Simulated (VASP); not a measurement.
# Er: interstitial Li from one void to a neighbouring one, part 3 of 5

How hard is this move in Er: interstitial Li from one void to a neighbouring one? Both ends are relaxed first, then a band of images between them. The start is a cell from a database of measured crystal structures.

VASP 6.6.1, plane waves and PAW; the level of theory is named at each step.

Still holding for the runs below: The data set Er_3 holds the 4f electrons frozen in the core, so no f bands or f moments appear.

So far. Step 2 (Relax the host): The run ended after 5 ionic steps, 0.002 eV below its first step, once forces and stress met EDIFFG = -0.02.

## 3. Relax the start (continued)

Level of this step: PBE, 4f electrons in the core; plane waves and PAW (Er_3, Li) (VASP).

Relaxation path:

```tsv
step	energy less that of the first step (eV)	largest force (eV/Å)
1	0.0000	2.1099
2	-0.6754	1.3076
3	-1.1904	0.3559
4	-1.2024	0.4313
5	-1.2025	0.4569
6	-1.2549	0.3280
7	-1.3274	0.1435
8	-1.3287	0.1849
9	-1.3453	0.0916
10	-1.3520	0.0479
```

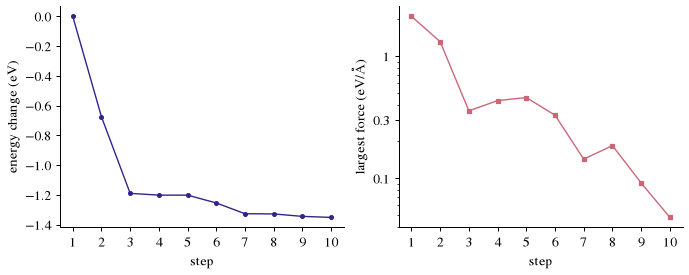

Energy and largest force along the relaxation.

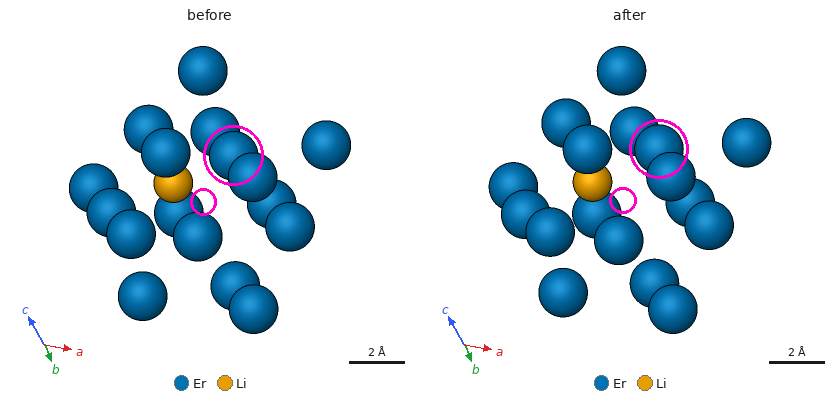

Before and after: the atoms that start within 5 Å of the centre. Er13, which moves most, is ringed if it is among them. A ring with no atom in it marks the empty centre.

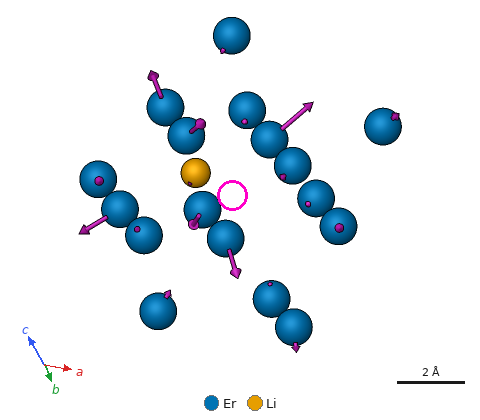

Displacements in the relaxation near the centre, exaggerated; the longest in the cell stands for 0.30 Å. A ring marks the centre wherever it is empty.

The atoms that moved most (Å):

```tsv
atom	dx	dy	dz	length
Er13	0.001	0.283	0.088	0.297
Er2	0.243	0.098	-0.099	0.280
Er11	-0.230	0.132	-0.034	0.267
Er22	-0.209	-0.119	0.104	0.262
Er9	0.061	-0.214	-0.089	0.240
Er23	0.190	-0.124	0.060	0.235
Er15	0.039	0.082	-0.036	0.097
Er19	-0.059	-0.039	-0.061	0.094
```

Final coordinates:

```cif
data_structure
_symmetry_space_group_name_H-M 'P 1'
_symmetry_Int_Tables_number 1
_cell_length_a 8.3204
_cell_length_b 8.3204
_cell_length_c 19.7993
_cell_angle_alpha 124.017
_cell_angle_beta 124.017
_cell_angle_gamma 96.460
_cell_volume 739.38
loop_
_atom_site_label
_atom_site_type_symbol
_atom_site_fract_x
_atom_site_fract_y
_atom_site_fract_z
_atom_site_occupancy
Er1 Er 0.54049 0.70399 0.16549 1
Er2 Er 0.05218 0.23973 0.18608 1
Er3 Er 0.05600 0.72186 0.34020 1
Er4 Er 0.53543 0.20496 0.32955 1
Er5 Er 0.54491 0.71407 0.50404 1
Er6 Er 0.03208 0.20167 0.49564 1
Er7 Er 0.03526 0.70120 0.65965 1
Er8 Er 0.54671 0.21605 0.67033 1
Er9 Er 0.49267 0.68054 0.81331 1
Er10 Er 0.04451 0.20728 0.83475 1
Er11 Er 0.05557 0.68719 0.00008 1
Er12 Er 0.54418 0.20455 0.99974 1
Er13 Er 0.50693 0.31875 0.18637 1
Er14 Er 0.95490 0.79226 0.16580 1
Er15 Er 0.96507 0.29852 0.34014 1
Er16 Er 0.45370 0.78413 0.32990 1
Er17 Er 0.45585 0.28565 0.49610 1
Er18 Er 0.96733 0.79742 0.50367 1
Er19 Er 0.94468 0.27710 0.65982 1
Er20 Er 0.46466 0.79442 0.67032 1
Er21 Er 0.45770 0.29485 0.83417 1
Er22 Er 0.94834 0.75871 0.81329 1
Er23 Er 0.94320 0.31247 0.00026 1
Er24 Er 0.45421 0.79382 0.99962 1
Li25 Li 0.00003 0.99872 0.99911 1
```

This step gave:

| Item | Value |
| --- | --- |
| electronic cycles | 282 |
| electrons | 217 |
| free energy (TOTEN) | -107.9234 eV |
| Fermi energy | 2.996 eV |

The run ended after 10 ionic steps, 1.352 eV below its first step, once the forces on the free atoms met EDIFFG = -0.05.

## 4. Relax the end

The end state is relaxed in the same way, so that both ends share their errors.

Input file INCAR:

```
SYSTEM = LiEr24
PREC = Normal
ENCUT = 280
EDIFF = 1E-05
NELM = 120
ISMEAR = 1
SIGMA = 0.15
LREAL = Auto
ALGO = Fast
GGA = PE
NBANDS = 126
LASPH = .TRUE.
LORBIT = 11
LWAVE = .FALSE.
LCHARG = .FALSE.
KPAR = 3
IBRION = 2
NSW = 60
ISIF = 2
EDIFFG = -0.05
POTIM = 0.4
MAXMIX = 40
ISYM = 0
```

Input file POSCAR:

```
LiEr24
1.0
   -5.3741798618      3.1027841899      5.5426169445
    5.3741798618     -3.1027841899      5.5426169445
    5.3741798616      9.3083525697    -16.6278508335
Er Li
24 1
Direct
    0.5378805676      0.7076040545      0.1669438736
    0.0416286425      0.2087066879      0.1658458831
    0.0342542679      0.7040894293      0.3308854427
    0.5427023610      0.2107403809      0.3352509995
    0.5439478069      0.7098935241      0.5007170464
    0.0423222077      0.2110212594      0.5012285487
    0.0410082371      0.7052511438      0.6681271241
    0.5392014057      0.2054278901      0.6665908435
    0.5411236699      0.7097687711      0.8325934640
    0.0460223286      0.2112601412      0.8342947966
    0.0361121580      0.7052588145     -0.0010549181
    0.5400656715      0.2118055925      0.0014519614
    0.4592538681      0.2932982917      0.1664924289
    0.9570884009      0.7904942751      0.1667203895
    0.9562026710      0.2925126575      0.3321041768
    0.4489698292      0.7890136248      0.3322942016
    0.4647391130      0.2956884060      0.5046797533
    0.9587146969      0.7876080862      0.4997854820
    0.9581712206      0.2906531502      0.6656348975
    0.4589104237      0.7906647119      0.6667373797
    0.4555878487      0.2870789864      0.8320320869
    0.9527394094      0.7879019877      0.8315283338
    0.9580646751      0.2955502729      0.0012698161
    0.4565646243      0.7920039115     -0.0002022721
    0.2488185960      0.2495501380      0.0008506482
```

Input file KPOINTS:

```
Automatic mesh
0
Gamma
3 3 3
0 0 0
```

PAW data sets: Er_3 and Li (PBE family, release 64).

Command:

```bash
mpirun -np 3 vasp_std
```

The program printed:

```text
[... set-up lines as in an earlier step ...]
 entering main loop
       N       E                     dE             d eps       ncg     rms          rms(c)
DAV:   1     0.146709224115E+04    0.14671E+04   -0.70064E+04  6292   0.134E+03
DAV:   2     0.931460414800E+02   -0.13739E+04   -0.13492E+04  6108   0.107E+03
DAV:   3    -0.719817389662E+02   -0.16513E+03   -0.15710E+03  6716   0.240E+02
DAV:   4    -0.988681863764E+02   -0.26886E+02   -0.23705E+02  5672   0.975E+01
[...]
RMM:  65    -0.106673770936E+03   -0.64104E-04   -0.77872E-04  3206   0.453E-02    0.533E-01
RMM:  66    -0.106673573046E+03    0.19789E-03   -0.13331E-03  3737   0.972E-02    0.378E-01
RMM:  67    -0.106673669781E+03   -0.96735E-04   -0.11113E-03  4300   0.968E-02    0.363E-01
WARNING in EDDRMM: call to ZHEGV failed, returncode =   6  3     73
RMM:  68    -0.106673744916E+03   -0.75135E-04   -0.73710E-04  4976   0.942E-02    0.363E-01
RMM:  69    -0.106673784340E+03   -0.39424E-04   -0.52257E-04  3320   0.313E-02    0.366E-01
RMM:  70    -0.106673826232E+03   -0.41891E-04   -0.50565E-04  3138   0.357E-02    0.360E-01
RMM:  71    -0.106673871643E+03   -0.45411E-04   -0.38399E-04  2808   0.686E-02    0.362E-01
[...]
RMM:  85    -0.106674056012E+03    0.28673E-04   -0.64327E-05  2657   0.482E-02    0.322E-01
RMM:  86    -0.106674037362E+03    0.18650E-04   -0.10876E-04  3752   0.868E-02    0.311E-01
RMM:  87    -0.106674028228E+03    0.91336E-05   -0.22610E-05  2804   0.461E-02
   1 F= -.10667403E+03 E0= -.10667855E+03  d E =-.106674E+03
[... from here on, the cycles between the ionic steps are left out ...]
   2 F= -.10728706E+03 E0= -.10729222E+03  d E =-.613031E+00
   3 F= -.10779080E+03 E0= -.10778972E+03  d E =-.111677E+01
   4 F= -.10783984E+03 E0= -.10783877E+03  d E =-.490440E-01
   5 F= -.10789298E+03 E0= -.10789219E+03  d E =-.102182E+00
   6 F= -.10789882E+03 E0= -.10789807E+03  d E =-.108017E+00
   7 F= -.10791703E+03 E0= -.10791678E+03  d E =-.182092E-01
   8 F= -.10792576E+03 E0= -.10792610E+03  d E =-.269419E-01
   9 F= -.10792601E+03 E0= -.10792644E+03  d E =-.271893E-01
  10 F= -.10792592E+03 E0= -.10792631E+03  d E =-.271079E-01
  11 F= -.10792600E+03 E0= -.10792641E+03  d E =-.271794E-01
  12 F= -.10792824E+03 E0= -.10792868E+03  d E =-.224387E-02
[...]
hard stop encountered!  aborting job ...
[...]
|     The electronic self-consistency was not achieved in the given           |
[...]
soft stop encountered!  aborting job ...
  13 F= -.10792763E+03 E0= -.10792810E+03  d E =0.141406E-02
 deleting file STOPCAR
```

Elapsed: 57 min, on 3 MPI ranks of Intel Xeon 6975P-C (Granite Rapids), shared host; peak memory 1.8 GiB.

Step by step:

```tsv
step	energy less that of the first step (eV)	largest force (eV/Å)
1	0.0000	1.9301
2	-0.6130	1.2576
3	-1.1168	0.3998
4	-1.1658	0.2844
5	-1.2190	0.1318
6	-1.2248	0.1973
7	-1.2430	0.0934
8	-1.2517	0.0529
9	-1.2520	0.0587
10	-1.2519	0.0537
11	-1.2520	0.0540
12	-1.2542	0.0546
```

The atoms that moved most (Å):

```tsv
atom	dx	dy	dz	length
Er13	-0.013	0.266	-0.120	0.292
Er22	-0.235	-0.094	-0.080	0.265
Er10	0.025	-0.255	0.058	0.263
Er1	0.212	0.107	0.107	0.261
Er12	-0.211	0.105	0.034	0.238
Er23	0.186	-0.121	-0.036	0.224
Er17	-0.046	-0.081	-0.011	0.094
Er15	0.033	0.085	0.019	0.093
```

Final coordinates:

```
Er Li
1.0
    -5.37418    3.10278    5.54262
     5.37418   -3.10278    5.54262
     5.37418    9.30835  -16.62785
Er Li
24 1
Direct
  0.56481 0.75548 0.18545
  0.04145 0.20515 0.16511
  0.03196 0.70324 0.32947
  0.54693 0.21432 0.34044
  0.53553 0.70502 0.49624
  0.04666 0.21692 0.50396
  0.04455 0.71513 0.67086
  0.52638 0.19293 0.65955
  0.54628 0.70944 0.83499
  0.01024 0.19948 0.81493
  0.04375 0.70650 0.00008
  0.56004 0.19384 0.00007
  0.49139 0.30219 0.18737
  0.95131 0.79136 0.16515
  0.97159 0.30568 0.34046
  0.45393 0.78458 0.32957
  0.45077 0.28175 0.49603
  0.96346 0.79407 0.50427
  0.95057 0.28429 0.65972
  0.46685 0.79651 0.67095
  0.45670 0.29581 0.83478
  0.93036 0.74032 0.81303
  0.93533 0.30845 0.00017
  0.45473 0.79490 0.00016
  0.24452 0.24548 0.00000
```

The stop cut the electronic loop of the last step short, so that step is set aside; the step before it may be unsound too where the loop had begun to diverge.

The run met its time limit with a largest force of 0.05 eV/Å at its last finished step, short of the threshold. The session accepts it under a looser, picked bar, without proof that a minimum is near.

(Part 3 of 5 ends here.)

[Lines on the potential files, build, host, timing and source positions are cut from VASP's logs without a mark.]

[Logs are printed without paths, hosts, clocks, repeated set-up lines and the standing remarks that a program may print on its own settings, such as how far it seeks lower states.]

[Hosts, paths, dates, database ids (printed as entryN), source tags and the programs' standing remarks are cut or masked in the printed files.]

[Runs that stopped without an error message from VASP are left out.]
